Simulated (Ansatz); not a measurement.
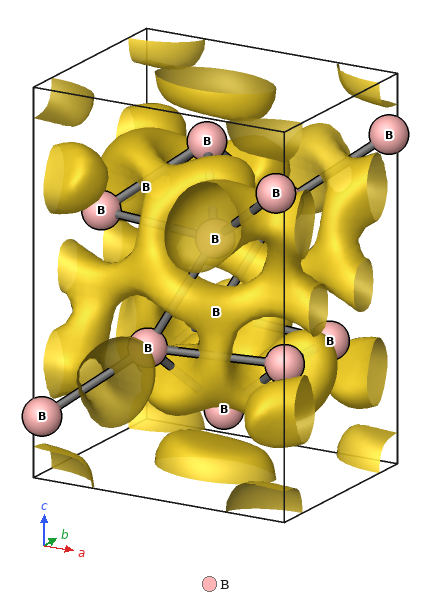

The picture shows: B. Isosurface of the ELF at 0.7 (yellow), seen slightly off an axis. Only the valence region is drawn (cores and ρ < 0.01 e/Å³ removed). Sticks mark near contacts.

Space group C2/m; a structure generated by program, which may or may not match a known phase.

Method: DFT PBE, scalar-relativistic, plane waves, PAW in Ansatz 0.2.0.

### Identify the bonds, lone pairs and shells in this picture.

At this value the surface marks out two regions between bonded B–B atoms and sheets that run through the cell in two directions, counted in one cell of 12 atoms. Regions shared between cells count once.

Values along the shortest contacts:
B–B (1.68 Å): the ELF peaks at about 1 between the atoms. B–B (1.80 Å): the ELF peaks at about 0.85 between the atoms.

### Does the calculation make it a metal, or give it a gap?

It is gapless in this calculation (a metal or semimetal).
